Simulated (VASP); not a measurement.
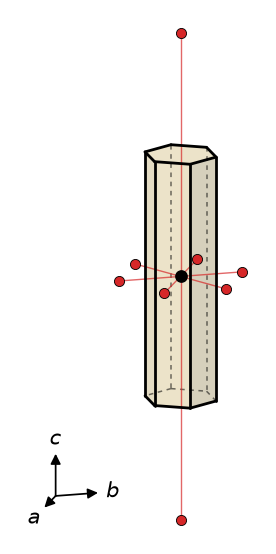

The Wigner–Seitz cell of the crystal's lattice, with lines to the lattice points that define its faces. Crystal: Ge2Sb2Te5, a cell listed in the Materials Project, as set up for an electronic-structure calculation. The drawing is computed from the coordinates (standard cell, symmetry found to 0.002 Å).

a = 4.294 Å, b = 4.294 Å, c = 17.101 Å, α = 90.00°, β = 90.00°, γ = 120.00°; lattice centring P.

Question: Describe the polyhedron.

Answer: A hexagonal prism: 8 faces (6 with 4 edges, 2 with 6 edges), 18 edges, 12 vertices. Its volume is that of the primitive cell, 273.1 Å³.

Question: Which lattice vectors do the faces bisect?

Answer:
| example | length (Å) | faces | edges of each | area (Å²) |
| --- | --- | --- | --- | --- |
| a + b | 4.29 | 6 | 4 | 42.4 |
| c | 17.10 | 2 | 6 | 16.0 |
